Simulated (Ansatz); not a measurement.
## Two runs on PtSe2

System: PtSe2 (P-3m1, 3 atoms in the cell).
Method of run 1: Kohn-Sham DFT of a periodic cell, m-r2SCAN, Ansatz PAW, no spin polarisation (Ansatz 0.2.0).

The structure derives from an entry of the Crystallography Open Database. Text and figures count atoms from 1; the logs count them from 0 in places.

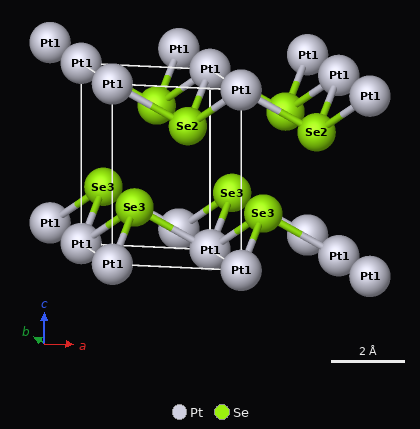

The structure as given in the input (ball-and-stick view of the cell of the calculation, repeated 2 × 2 × 1, seen slightly off an axis; atoms are numbered from 1 in the order of the input). Near neighbours in the crystal (not all of them lie inside the picture): Pt has 6 Se at 2.49 Å; Se has 3 Pt at 2.49 Å.

## Input file, run 1
```yaml
crystal:
  lattice:
    - [3.724, 0.0, 0.0]
    - [-1.862, 3.2250786037, 0.0]
    - [0.0, 0.0, 5.062]
  atoms:
    - { symbol: Pt, position: [0.0, 0.0, 0.0] }
    - { symbol: Se, position: [0.6666666667, 0.3333333333, 0.75] }
    - { symbol: Se, position: [0.3333333333, 0.6666666667, 0.25] }
hamiltonian:
  xc: mr2scan
  pseudopotentials: { kind: paw }
kpoints:
  mp_grid: { grid: [8, 8, 5] }
scf:
  occupations: { method: fermi_dirac, width: 0.05 }
output:
  forces: true
  stress: true
relax:
  f_tol: 0.01
  max_steps: 40
  cell: { stress_tol: 0.05 }
```

Launched with:
```bash
ansatz run input.yaml --threads 2 --pin off --max-ram 5120MiB --backend cpu --events-out ev --progress --plain --runs-dir out
```

Hardware: 2 threads of Arm Neoverse N1, 24 GiB of memory available, shared host.

## Output, shortened to warnings, some set-up lines, iterations and results (run 1)
```
Basis set: ecut = 500 eV, 1543 PW (Γ), exchange–correlation on 120×120×160 points (64 copies of the dense FFT grid, shifted against one another)
Symmetry: 12 space group operations
k-points: 40 of 320
Initial density: superposition of atomic densities (neutral atoms: chi_scale 0, normalization atom), corrected by the library's trained network
[...]
SCF iter   1: F=—  HF=-23494.308070 eV  |F-HF|=—  |Δ(HF+E_count)|=         —  Δρ=6.40e-3  dr2=1.07e-2  dr2_τ=5.62e-2  ethr=1.77e-3  ⟨swp⟩=6.1  Hψ=4753  notcnv=0
SCF iter   2: F=—  HF=-23494.342517 eV  |F-HF|=—  |Δ(HF+E_count)|=   3.44e-2  Δρ=4.18e-3  dr2=4.67e-3  dr2_τ=3.68e-4  ethr=2.14e-5  ⟨swp⟩=2.0  Hψ=2613  notcnv=0  defer=6
SCF iter   3: F=—  HF=-23494.343440 eV  |F-HF|=—  |Δ(HF+E_count)|=   9.23e-4  Δρ=1.22e-3  dr2=7.58e-4  dr2_τ=1.10e-4  ethr=9.33e-6  ⟨swp⟩=2.0  Hψ=1406  notcnv=0  defer=6
SCF iter   4: F=—  HF=-23494.343526 eV  |F-HF|=—  |Δ(HF+E_count)|=   8.56e-5  Δρ=3.61e-4  dr2=1.08e-4  dr2_τ=2.10e-5  ethr=1.52e-6  ⟨swp⟩=2.0  Hψ=1609  notcnv=0  defer=6
SCF iter   5: F=—  HF=-23494.343523 eV  |F-HF|=—  |Δ(HF+E_count)|=   2.51e-6  Δρ=1.94e-4  dr2=1.50e-5  dr2_τ=1.14e-6  ethr=2.17e-7  ⟨swp⟩=3.0  Hψ=2150  notcnv=0  defer=6
[... 66 lines ...]
SCF iter   6: F=—  HF=-23494.415102 eV  |F-HF|=—  |Δ(HF+E_count)|=   1.09e-8  Δρ=7.08e-7  dr2=3.49e-10  dr2_τ=2.45e-11  ethr=9.14e-12  ⟨swp⟩=2.0  Hψ=2040  notcnv=0
SCF iter   7: F=—  HF=-23494.415102 eV  |F-HF|=—  |Δ(HF+E_count)|=  9.46e-11  Δρ=2.82e-7  dr2=8.46e-11  dr2_τ=1.80e-12  ethr=1.00e-12  ⟨swp⟩=2.0  Hψ=2040  notcnv=0
SCF iter   8: F=-23494.415102 eV  HF=-23494.415102 eV  |F-HF|=0.00e0  |Δ(HF+E_count)|=  5.09e-11  Δρ=6.07e-8  dr2=3.69e-12  dr2_τ=3.81e-13  ethr=1.00e-12  ⟨swp⟩=6.0  Hψ=5574  …
SCF 9 converged in 8 iterations: F = -23494.415102 eV  dr2 = 3.69e-12
relax step   9: F+E_penalty+E_count = -23494.41510161 eV  Δ(F+E_penalty+E_count) = -1.881e-3 eV  max|allowed force component| = 1.439e-5 eV/Å  Δτ_max = 0.0000 Å  P = +0.009 …
basis re-selected at this cell: Δ(F+E_penalty+E_count) = -1.881e-3 eV, ΔP = +0.008 GPa vs the last step (what re-selecting the basis moved, of the pressure what is left beyond the Pulay correction that the steps carried, after the strain that the cell walked since its last selection, with what the …
SCF converged after 8 iterations
Free energy (F): -23494.415102 eV
Harris-Foulkes:  -23494.415102 eV  (|F-HF|=0.00e0)
Internal energy: -23494.415056 eV  (E = F + TS)
E sigma→0 (E₀):  -23494.415079 eV
Entropy (-TS):   -0.000046 eV (-0.015 meV/atom)
Fermi energy:    10.574436 eV
--- Per-component energies (eV) ---
  E_band       = -1116.319559
  E_kinetic    = 873.448737
  E_local      = -7915.205602  (includes V_loc(G=0)·N_el)
  E_nonlocal   = -988.058949
  E_hartree    = 3658.253617
  E_xc         = -446.333180
  E_vxc        = -548.841932  (∫ρ·V_xc dr)
  E_paw        = -13330.972629  (= ΣΔE_a)
  E_vpaw       = 113.706030  (= ΣTr[D̂ρ^β])
  E_aug_tail   = -0.000273  (compensation charges beyond the density's cutoff)
  E_vtau       = 32.125173  (kinetic-family band-sum trace: ∫τ·v_τ [+ j·A + Jᵃ·Aᵃ] dr)
  E_ewald      = -5341.785741
  E_core_change = -3.761035  (= ΣΔE_core)
  E_smearing   = -0.000046  (= −TS)
  E_closure    = 0.000000  (closes the sum)
  Σ components = -23494.415102   (vs F -23494.415102, Δ=0.00e0)
--- Forces (eV/Å), atoms counted from 1 ---
  atom   1  Pt     0.00000000    -0.00000000     0.00000000
  atom   2  Se    -0.00000000     0.00000000    -0.00001439
  atom   3  Se    -0.00000000    -0.00000000     0.00001439
  max |Σ_I F_I| component: 2.31e-18 eV/Å
--- Stress (GPa, compression-positive) ---
        0.001170      -0.000000       0.000000
       -0.000000       0.001170      -0.000000
        0.000000      -0.000000       0.025344
  P = ⅓ Tr σ = 0.0092 GPa (0.092 kbar)
--- Relaxed structure (8 steps of the walk, 8 accepted, 1 SCFs on fresh bases) ---
  F+E_penalty+E_count = -23494.41510161 eV   max|allowed force component| = 1.439e-5 eV/Å   (the final SCF, on the basis selected at the relaxed cell)
  cell:  # Å, volume = 69.6441 Å³
[...]
```

For run 2 the input was changed thus:
```diff
-  xc: mr2scan
+  xc: r2scan
+  write_density: true
+  write_potential: true
+  elf: true
+  volumetric_format: npy
```

What does this change do to the results?

The total energies belong to different methods, so their difference says nothing on which is more stable or more accurate. The functional changes from mr2scan to r2SCAN. The number of SCF iterations is the same.

## Output, shortened to warnings, some set-up lines, iterations and results (run 2)
```
Basis set: ecut = 500 eV, 1543 PW (Γ), exchange–correlation on 120×120×160 points (64 copies of the dense FFT grid, shifted against one another)
Symmetry: 12 space group operations
k-points: 40 of 320
Initial density: superposition of atomic densities (neutral atoms: chi_scale 0, normalization atom), corrected by the library's trained network
[...]
SCF iter   1: F=—  HF=-23494.308070 eV  |F-HF|=—  |Δ(HF+E_count)|=         —  Δρ=6.40e-3  dr2=1.07e-2  dr2_τ=5.62e-2  ethr=1.77e-3  ⟨swp⟩=6.1  Hψ=4753  notcnv=0
SCF iter   2: F=—  HF=-23494.342517 eV  |F-HF|=—  |Δ(HF+E_count)|=   3.44e-2  Δρ=4.18e-3  dr2=4.67e-3  dr2_τ=3.68e-4  ethr=2.14e-5  ⟨swp⟩=2.0  Hψ=2613  notcnv=0  defer=6
SCF iter   3: F=—  HF=-23494.343440 eV  |F-HF|=—  |Δ(HF+E_count)|=   9.23e-4  Δρ=1.22e-3  dr2=7.58e-4  dr2_τ=1.10e-4  ethr=9.33e-6  ⟨swp⟩=2.0  Hψ=1406  notcnv=0  defer=6
SCF iter   4: F=—  HF=-23494.343526 eV  |F-HF|=—  |Δ(HF+E_count)|=   8.56e-5  Δρ=3.61e-4  dr2=1.08e-4  dr2_τ=2.10e-5  ethr=1.52e-6  ⟨swp⟩=2.0  Hψ=1609  notcnv=0  defer=6
SCF iter   5: F=—  HF=-23494.343523 eV  |F-HF|=—  |Δ(HF+E_count)|=   2.51e-6  Δρ=1.94e-4  dr2=1.50e-5  dr2_τ=1.14e-6  ethr=2.17e-7  ⟨swp⟩=3.0  Hψ=2150  notcnv=0  defer=6
[... 66 lines ...]
SCF iter   6: F=—  HF=-23494.415102 eV  |F-HF|=—  |Δ(HF+E_count)|=   1.09e-8  Δρ=7.08e-7  dr2=3.48e-10  dr2_τ=2.45e-11  ethr=9.15e-12  ⟨swp⟩=2.0  Hψ=2040  notcnv=0
SCF iter   7: F=—  HF=-23494.415102 eV  |F-HF|=—  |Δ(HF+E_count)|=  1.09e-10  Δρ=2.82e-7  dr2=8.45e-11  dr2_τ=1.80e-12  ethr=1.00e-12  ⟨swp⟩=2.0  Hψ=2040  notcnv=0
SCF iter   8: F=-23494.415102 eV  HF=-23494.415102 eV  |F-HF|=2.55e-11  |Δ(HF+E_count)|=  5.46e-11  Δρ=6.07e-8  dr2=3.69e-12  dr2_τ=3.82e-13  ethr=1.00e-12  ⟨swp⟩=6.0  …
SCF 9 converged in 8 iterations: F = -23494.415102 eV  dr2 = 3.69e-12
relax step   9: F+E_penalty+E_count = -23494.41510161 eV  Δ(F+E_penalty+E_count) = -1.881e-3 eV  max|allowed force component| = 1.501e-5 eV/Å  Δτ_max = 0.0000 Å  P = +0.009 …
basis re-selected at this cell: Δ(F+E_penalty+E_count) = -1.881e-3 eV, ΔP = +0.008 GPa vs the last step (what re-selecting the basis moved, of the pressure what is left beyond the Pulay correction that the steps carried, after the strain that the cell walked since its last selection, with what the …
SCF converged after 8 iterations
Free energy (F): -23494.415102 eV
Harris-Foulkes:  -23494.415102 eV  (|F-HF|=2.55e-11)
Internal energy: -23494.415056 eV  (E = F + TS)
E sigma→0 (E₀):  -23494.415079 eV
Entropy (-TS):   -0.000046 eV (-0.015 meV/atom)
Fermi energy:    10.574433 eV
--- Per-component energies (eV) ---
  E_band       = -1116.319655
  E_kinetic    = 873.448739
  E_local      = -7915.207226  (includes V_loc(G=0)·N_el)
  E_nonlocal   = -988.058950
  E_hartree    = 3658.254380
  E_xc         = -446.333181
  E_vxc        = -548.841934  (∫ρ·V_xc dr)
  E_paw        = -13330.972628  (= ΣΔE_a)
  E_vpaw       = 113.706030  (= ΣTr[D̂ρ^β])
  E_aug_tail   = -0.000273  (compensation charges beyond the density's cutoff)
  E_vtau       = 32.125173  (kinetic-family band-sum trace: ∫τ·v_τ [+ j·A + Jᵃ·Aᵃ] dr)
  E_ewald      = -5341.784881
  E_core_change = -3.761035  (= ΣΔE_core)
  E_smearing   = -0.000046  (= −TS)
  E_closure    = 0.000000  (closes the sum)
  Σ components = -23494.415102   (vs F -23494.415102, Δ=0.00e0)
--- Forces (eV/Å), atoms counted from 1 ---
  atom   1  Pt     0.00000000    -0.00000000     0.00000000
  atom   2  Se     0.00000000     0.00000000    -0.00001501
  atom   3  Se    -0.00000000    -0.00000000     0.00001501
  max |Σ_I F_I| component: 2.31e-18 eV/Å
--- Stress (GPa, compression-positive) ---
        0.001174      -0.000000      -0.000000
       -0.000000       0.001174      -0.000000
       -0.000000      -0.000000       0.025347
  P = ⅓ Tr σ = 0.0092 GPa (0.092 kbar)
--- Relaxed structure (8 steps of the walk, 8 accepted, 1 SCFs on fresh bases) ---
  F+E_penalty+E_count = -23494.41510161 eV   max|allowed force component| = 1.501e-5 eV/Å   (the final SCF, on the basis selected at the relaxed cell)
  cell:  # Å, volume = 69.6441 Å³
[...]
```

## The two runs side by side

```tsv
quantity	run 1	run 2
outcome	converged	converged
free energy per atom (eV)	−7831.4717	−7831.4717
pressure (GPa)	0.01	0.01
largest force (eV/Å)	0.000	0.000
SCF iterations	58	58
irreducible k-points	40	40
gap on the mesh (eV)	–	0.68
wall time (shared host)	68 s	75 s
```

For both runs: Spin–orbit coupling is left out, which matters for Pt.
